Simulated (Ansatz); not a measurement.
## Two runs on Ru

System: Ru (P6₃/mmc, 4 atoms in the cell).
Method of run 1: DFT, r2SCAN, plane waves (500 eV) with PAW, scalar-relativistic, spin-polarised (Ansatz 0.2.0).

Text and figures count atoms from 1; the logs count them from 0 in places.

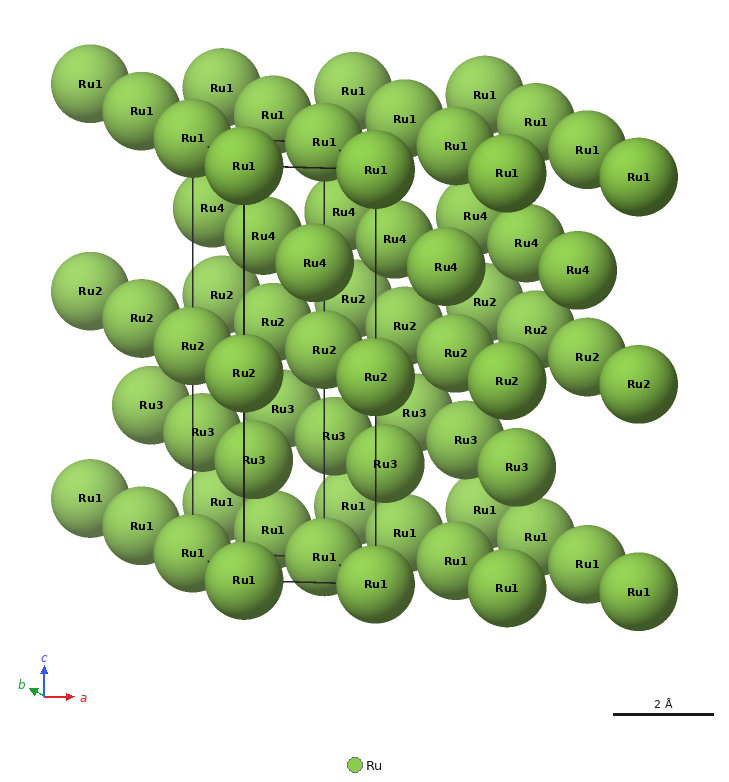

Figure 1. The structure as given in the input (spheres-only view of the cell of the calculation, repeated 3 × 3 × 1, seen slightly off an axis; atoms are numbered from 1 in the order of the input).

### Input, run 1
```yaml
crystal:
  lattice:
    - [2.6550239499, 0.0, 0.0]
    - [-1.327511975, 2.2993181883, 0.0]
    - [0.0, 0.0, 8.5193790897]
  atoms:
    - { symbol: Ru, position: [1.0, 0.0, 0.0], spin: 1.0 }
    - { symbol: Ru, position: [1.0, 0.0, 0.5], spin: 1.0 }
    - { symbol: Ru, position: [0.3333333333, 0.6666666667, 0.25], spin: 1.0 }
    - { symbol: Ru, position: [0.6666666667, 0.3333333333, 0.75], spin: 1.0 }
hamiltonian:
  xc: r2scan
  pseudopotentials:
    kind: paw
    azcp:
      Ru: "pseudopotentials/Ru.paw.azcp"
basis:
  ecutwfc: 500
  fft_grid_basis: typed
kpoints:
  mp_grid: { grid: [18, 18, 5], shift: [0, 0, 0] }
magnetization:
  spin_polarized: true
scf:
  occupations: { method: fermi_dirac, width: 0.05 }
output:
  stress: true
  write_density: true
  write_potential: true
  elf: true
  volumetric_format: npy
```

Hardware: 2 threads of an x86-64 CPU, shared host.

### Output, shortened to warnings, some set-up lines, iterations and results (run 1)
```
WARN: the starting moments were not kept: the SCF closed with an absolute magnetisation of 8.3e-6 μB, where they sum to 4 μB in size (4 sites). That is at most 0.1 of that sum. Measured as dr2_m measures the in/out step, that magnetisation stands 1.1e-11 eV from none, at or under the dr2_threshold of 1.0e-7 eV: it is no larger than a step whose dr2_m would equal this threshold. The system may …
Basis set: ecut = 500 eV, 1315 PW (Γ), exchange–correlation on 80×80×256 points (64 copies of the dense FFT grid, shifted against one another)
Symmetry: 24 space group operations
k-points: 111 of 1620
Initial density: superposition of atomic densities (chi_scale 0.1, normalization cell)
[...]
SCF iter   1: F=—  HF=-23565.493208 eV  |F-HF|=—  |Δ(HF+E_count)|=         —  Δρ=7.22e-2 (↑7.22e-2 ↓4.94e-2)  dr2=6.59e0  dr2_τ=6.93e-2  dr2_m=2.36e-1  M=2.173 μB ∫|m|=2.179 …
SCF iter   2: F=—  HF=-23562.748169 eV  |F-HF|=—  |Δ(HF+E_count)|=    2.75e0  Δρ=4.48e-2 (↑4.48e-2 ↓3.41e-2)  dr2=2.89e0  dr2_τ=2.87e-2  dr2_m=5.59e-2  M=1.905 μB ∫|m|=1.933 …
SCF iter   3: F=—  HF=-23562.066996 eV  |F-HF|=—  |Δ(HF+E_count)|=   6.81e-1  Δρ=1.14e-2 (↑1.14e-2 ↓1.04e-2)  dr2=1.52e-1  dr2_τ=2.78e-3  dr2_m=2.22e-3  M=1.338 μB ∫|m|=1.446 …
SCF iter   4: F=—  HF=-23562.420731 eV  |F-HF|=—  |Δ(HF+E_count)|=         —  Δρ=1.55e-2 (↑1.53e-2 ↓1.55e-2)  dr2=3.10e-2  dr2_τ=1.23e-2  dr2_m=9.29e-2  M=0.398 μB ∫|m|=0.581 …
SCF iter   5: F=—  HF=-23562.418586 eV  |F-HF|=—  |Δ(HF+E_count)|=   2.15e-3  Δρ=1.17e-2 (↑1.16e-2 ↓1.17e-2)  dr2=1.84e-2  dr2_τ=1.79e-3  dr2_m=5.25e-2  M=0.265 μB ∫|m|=0.412 …
[... 13 lines ...]
SCF iter  19: F=—  HF=-23562.393177 eV  |F-HF|=—  |Δ(HF+E_count)|=   1.23e-8  Δρ=1.04e-6 (↑1.04e-6 ↓7.13e-7)  dr2=5.34e-10  dr2_τ=1.48e-11  dr2_m=2.17e-10  M=-0.000 μB …
SCF iter  20: F=—  HF=-23562.393177 eV  |F-HF|=—  |Δ(HF+E_count)|=   2.35e-9  Δρ=6.93e-7 (↑6.93e-7 ↓5.28e-7)  dr2=1.32e-10  dr2_τ=1.56e-11  dr2_m=1.32e-10  M=-0.000 μB …
SCF iter  21: F=—  HF=-23562.393177 eV  |F-HF|=—  |Δ(HF+E_count)|=  8.19e-10  Δρ=6.99e-7 (↑6.99e-7 ↓5.67e-7)  dr2=1.02e-9  dr2_τ=1.80e-11  dr2_m=7.70e-11  M=-0.000 μB …
SCF iter  22: F=-23562.393177 eV  HF=-23562.393177 eV  |F-HF|=2.66e-10  |Δ(HF+E_count)|=  5.89e-10  Δρ=3.72e-7 (↑3.48e-7 ↓3.72e-7)  dr2=4.27e-10  dr2_τ=6.19e-12  …
SCF 1 converged in 22 iterations: F = -23562.393177 eV  dr2 = 4.27e-10
WARN: the starting moments were not kept: the SCF closed with an absolute magnetisation of 8.3e-6 μB, where they sum to 4 μB in size (4 sites). That is at most 0.1 of that sum. Measured as dr2_m measures the in/out step, that magnetisation stands 1.1e-11 eV from none, at or under the dr2_threshold …
this state was not tested for a lower state beside it, because the mixer in use, unlike msr1, does not test its closes by its own steps (another_mixer; see scf.mixing.algorithm and scf.lower_state_search)
SCF converged after 22 iterations
Magnetization: -0.0000 μB (32.0000 up, 32.0000 down)
Absolute magnetization: 0.0000 μB (∫|ρ↑−ρ↓|, with the PAW one-centre terms)
Spin contamination: 0.0000 ħ² per cell (⟨S²⟩ above its minimum at these occupations)
Per-site moments (μB) at R_I (Å): [(-1.931473809219148e-7, 1.0824455993245057), (-1.931473808530594e-7, 1.0824455993245057), (-1.8423401379544314e-6, 1.0824455993245057), (-1.8423401377580624e-6, 1.0824455993245057)]
Free energy (F): -23562.393177 eV
Harris-Foulkes:  -23562.393177 eV  (|F-HF|=2.66e-10)
Internal energy: -23562.364314 eV  (E = F + TS)
E sigma→0 (E₀):  -23562.378745 eV
Entropy (-TS):   -0.028863 eV (-7.216 meV/atom)
Fermi energy:    24.616914 eV
--- Per-component energies (eV) ---
  E_band       = -202.016636
[...]
```

The input of run 2 differs as follows (lines with − go, lines with + come):
```diff
-    - [2.6550239499, 0.0, 0.0]
-    - [-1.327511975, 2.2993181883, 0.0]
-    - [0.0, 0.0, 8.5193790897]
+    - [2.6176242647, 0.0, 0.0]
+    - [-1.3088121323, 2.2669291108, 0.0]
+    - [0.0, 0.0, 8.3993718496]
```

What does this change do to the results?

With the same functional and potentials, run 2 lies 81.4 meV per atom higher. The pressure goes from 14.96 to 33.88 GPa. The volume per atom goes from 13.00 to 12.46 Å³. The cell is scaled evenly with the atoms at fixed fractional positions, so −ΔP/Δ ln V estimates the bulk modulus midway between the two volumes: about 440 GPa. The SCF takes 20 iterations against 22. The plane waves at Γ go from 1315 to 1255.

### Output, shortened to warnings, some set-up lines, iterations and results (run 2)
```
WARN: the starting moments were not kept: the SCF closed with an absolute magnetisation of 4.1e-6 μB, where they sum to 4 μB in size (4 sites). That is at most 0.1 of that sum. Measured as dr2_m measures the in/out step, that magnetisation stands 2.1e-12 eV from none, at or under the dr2_threshold of 1.0e-7 eV: it is no larger than a step whose dr2_m would equal this threshold. The system may …
Basis set: ecut = 500 eV, 1255 PW (Γ), exchange–correlation on 80×80×256 points (64 copies of the dense FFT grid, shifted against one another)
Symmetry: 24 space group operations
k-points: 111 of 1620
Initial density: superposition of atomic densities (chi_scale 0.1, normalization cell)
[...]
SCF iter   1: F=—  HF=-23565.201743 eV  |F-HF|=—  |Δ(HF+E_count)|=         —  Δρ=7.42e-2 (↑7.42e-2 ↓4.98e-2)  dr2=6.31e0  dr2_τ=6.60e-2  dr2_m=2.63e-1  M=2.096 μB ∫|m|=2.100 …
SCF iter   2: F=—  HF=-23562.382338 eV  |F-HF|=—  |Δ(HF+E_count)|=    2.82e0  Δρ=4.58e-2 (↑4.58e-2 ↓3.38e-2)  dr2=2.69e0  dr2_τ=2.92e-2  dr2_m=6.73e-2  M=1.829 μB ∫|m|=1.851 …
SCF iter   3: F=—  HF=-23561.733517 eV  |F-HF|=—  |Δ(HF+E_count)|=   6.49e-1  Δρ=1.24e-2 (↑1.24e-2 ↓9.95e-3)  dr2=1.61e-1  dr2_τ=2.63e-3  dr2_m=1.76e-3  M=1.271 μB ∫|m|=1.356 …
SCF iter   4: F=—  HF=-23562.107940 eV  |F-HF|=—  |Δ(HF+E_count)|=         —  Δρ=1.63e-2 (↑1.58e-2 ↓1.63e-2)  dr2=2.74e-2  dr2_τ=1.20e-2  dr2_m=9.90e-2  M=0.335 μB ∫|m|=0.470 …
SCF iter   5: F=—  HF=-23562.096131 eV  |F-HF|=—  |Δ(HF+E_count)|=   1.18e-2  Δρ=1.22e-2 (↑1.19e-2 ↓1.22e-2)  dr2=1.65e-2  dr2_τ=1.54e-3  dr2_m=5.53e-2  M=0.224 μB ∫|m|=0.333 …
[... 11 lines ...]
SCF iter  17: F=—  HF=-23562.067756 eV  |F-HF|=—  |Δ(HF+E_count)|=   3.47e-9  Δρ=1.38e-6 (↑1.36e-6 ↓1.38e-6)  dr2=2.67e-9  dr2_τ=7.71e-11  dr2_m=3.65e-10  M=-0.000 μB …
SCF iter  18: F=—  HF=-23562.067756 eV  |F-HF|=—  |Δ(HF+E_count)|=  8.04e-10  Δρ=1.33e-6 (↑1.33e-6 ↓7.37e-7)  dr2=7.55e-10  dr2_τ=4.86e-11  dr2_m=4.05e-10  M=-0.000 μB …
SCF iter  19: F=—  HF=-23562.067756 eV  |F-HF|=—  |Δ(HF+E_count)|=   3.68e-9  Δρ=7.89e-7 (↑7.89e-7 ↓4.20e-7)  dr2=2.58e-10  dr2_τ=1.74e-11  dr2_m=1.49e-10  M=-0.000 μB …
SCF iter  20: F=-23562.067756 eV  HF=-23562.067756 eV  |F-HF|=2.91e-11  |Δ(HF+E_count)|=   1.34e-9  Δρ=2.30e-7 (↑2.30e-7 ↓1.03e-7)  dr2=6.19e-11  dr2_τ=7.46e-13  …
SCF 1 converged in 20 iterations: F = -23562.067756 eV  dr2 = 6.19e-11
WARN: the starting moments were not kept: the SCF closed with an absolute magnetisation of 4.1e-6 μB, where they sum to 4 μB in size (4 sites). That is at most 0.1 of that sum. Measured as dr2_m measures the in/out step, that magnetisation stands 2.1e-12 eV from none, at or under the dr2_threshold …
this state was not tested for a lower state beside it, because the mixer in use, unlike msr1, does not test its closes by its own steps (another_mixer; see scf.mixing.algorithm and scf.lower_state_search)
SCF converged after 20 iterations
Magnetization: -0.0000 μB (32.0000 up, 32.0000 down)
Absolute magnetization: 0.0000 μB (∫|ρ↑−ρ↓|, with the PAW one-centre terms)
Spin contamination: 0.0000 ħ² per cell (⟨S²⟩ above its minimum at these occupations)
Per-site moments (μB) at R_I (Å): [(-7.663652042964513e-7, 1.0671978556214077), (-7.663652043310576e-7, 1.0671978556214075), (9.627885278053135e-7, 1.0671978556214077), (9.627885276050269e-7, 1.0671978556214075)]
Free energy (F): -23562.067756 eV
Harris-Foulkes:  -23562.067756 eV  (|F-HF|=2.91e-11)
Internal energy: -23562.040687 eV  (E = F + TS)
E sigma→0 (E₀):  -23562.054222 eV
Entropy (-TS):   -0.027070 eV (-6.767 meV/atom)
Fermi energy:    25.922255 eV
--- Per-component energies (eV) ---
  E_band       = -127.255522
[...]
```

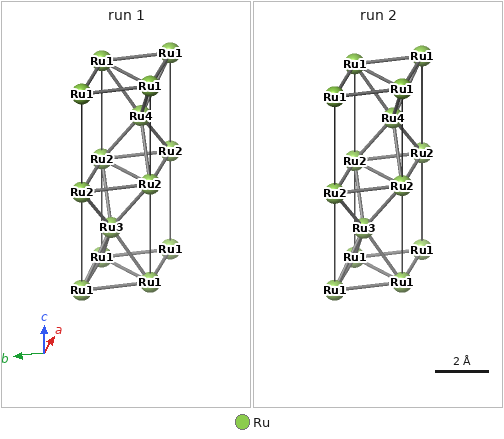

Figure 2. The two input geometries at one scale (ball-and-stick view of the cell of the calculation, seen at an oblique angle). No atom moves by more than 0.005 Å relative to the cell. The volume changes by −4.2 %, with a = b 2.655 → 2.618 Å (−1.4 %), c 8.519 → 8.399 Å (−1.4 %). Among the contacts that change: Ru1–Ru1 2.655 → 2.618 Å, Ru1–Ru3 2.624 → 2.587 Å.

### The two runs side by side

```csv
quantity,run 1,run 2
outcome,converged,converged
free energy per atom (eV),−5890.5983,−5890.5169
"energy per atom, smearing taken to zero (eV)",−5890.5947,−5890.5136
net moment of the cell (μB),0.00,0.00
absolute moment of the cell (μB),0.00,0.00
pressure (GPa),14.96,33.88
volume per atom (Å³),13.00,12.46
SCF iterations,22,20
irreducible k-points,111,111
plane waves at Γ,1315,1255
wall time (shared host),52 s,53 s
```

For both runs: Warnings: some starting moments were not kept; the state was not tested for a lower one. For run 1: The cell is under a pressure of 15.0 GPa at this level, so it is not at its equilibrium volume. For run 2: The cell is under a pressure of 34 GPa at this level, so it is not at its equilibrium volume.
